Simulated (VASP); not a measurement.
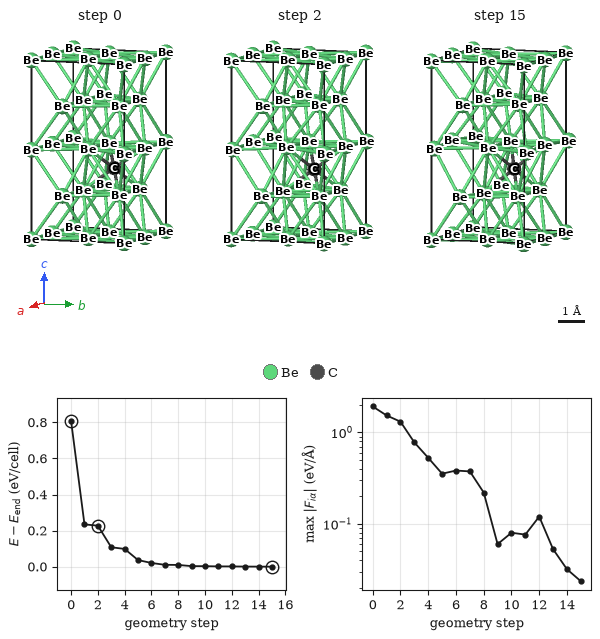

Frames of a relaxation of a defect cell of composition Be16C, marked on the history of the run. Style: ball-and-stick. Shown: the cell of the calculation, slightly off an axis.

The run lets the atoms move in a fixed cell.

The calculation used Kohn-Sham DFT of a periodic cell, PBEsol, VASP PAW PBE potentials, recommended in VASP.

Input file:
```
PREC     = Accurate       # precision mode
ENCUT    = 520            # plane-wave cutoff, eV
EDIFF    = 1E-6           # SCF threshold, eV
ISMEAR   = 0              # smearing method
SIGMA    = 0.05           # smearing width, eV
LREAL    = Auto         
LASPH    = True           # aspherical terms in the spheres
NELM     = 80             # most SCF steps
ALGO     = Normal         # electronic algorithm
ISIF     = 2              # what is computed and relaxed
LWAVE    = False          # write WAVECAR
LCHARG   = False          # write CHGCAR
GGA      = PS             # functional
IBRION   = 2              # ionic algorithm
NSW      = 80             # ionic steps
EDIFFG   = -0.03          # ionic threshold
```

Launched with:
```bash
cat potpaw_PBE.64/Be/POTCAR potpaw_PBE.64/C/POTCAR > POTCAR
mpirun -np 1 vasp_std > vasp.out
```

What happens along the run?

Answer. A Be atom moves most: 0.13 Å along +c. By element the largest moves are Be 0.13 Å, C 0.04 Å. The cell doesn't change. Some distances before and after: Be–Be 2.229 → 2.460 Å, Be–Be 2.229 → 2.430 Å, Be–Be 2.290 → 2.470 Å, Be–Be 2.290 → 2.110 Å. Bond angles that change, for instance: Be–C–Be 93.8° → 86.8°, Be–C–Be 92.4° → 86.8°, Be–C–Be 87.7° → 93.1°. Over 15 geometry steps the energy falls by 0.807 eV per cell of the calculation. The largest force component goes from 1.9 to 0.024 eV/Å. From step 0 to 2: a Be atom moves most (0.12 Å), energy −0.580 eV per cell of the calculation. From step 2 to 15: Be atoms move most (0.09 Å), energy −0.227 eV per cell of the calculation.

```json
{"step": "0", "E − E(0), meV/atom": "0.00", "largest force component, eV/Å": "1.9157"}
{"step": "1", "E − E(0), meV/atom": "-33.70", "largest force component, eV/Å": "1.5294"}
{"step": "2", "E − E(0), meV/atom": "-34.13", "largest force component, eV/Å": "1.3078"}
{"step": "3", "E − E(0), meV/atom": "-41.17", "largest force component, eV/Å": "0.7762"}
{"step": "4", "E − E(0), meV/atom": "-41.71", "largest force component, eV/Å": "0.5270"}
{"step": "5", "E − E(0), meV/atom": "-45.34", "largest force component, eV/Å": "0.3534"}
{"step": "6", "E − E(0), meV/atom": "-46.29", "largest force component, eV/Å": "0.3825"}
{"step": "7", "E − E(0), meV/atom": "-46.89", "largest force component, eV/Å": "0.3745"}
{"step": "8", "E − E(0), meV/atom": "-46.93", "largest force component, eV/Å": "0.2200"}
{"step": "9", "E − E(0), meV/atom": "-47.32", "largest force component, eV/Å": "0.0601"}
{"step": "10", "E − E(0), meV/atom": "-47.34", "largest force component, eV/Å": "0.0801"}
{"step": "11", "E − E(0), meV/atom": "-47.41", "largest force component, eV/Å": "0.0764"}
{"step": "12", "E − E(0), meV/atom": "-47.41", "largest force component, eV/Å": "0.1202"}
{"step": "13", "E − E(0), meV/atom": "-47.47", "largest force component, eV/Å": "0.0529"}
{"step": "14", "E − E(0), meV/atom": "-47.48", "largest force component, eV/Å": "0.0320"}
{"step": "15", "E − E(0), meV/atom": "-47.50", "largest force component, eV/Å": "0.0237"}
```

Limits of the set-up: the periodic images lie only 4.0 Å apart, so the values are limited by the cell's size.
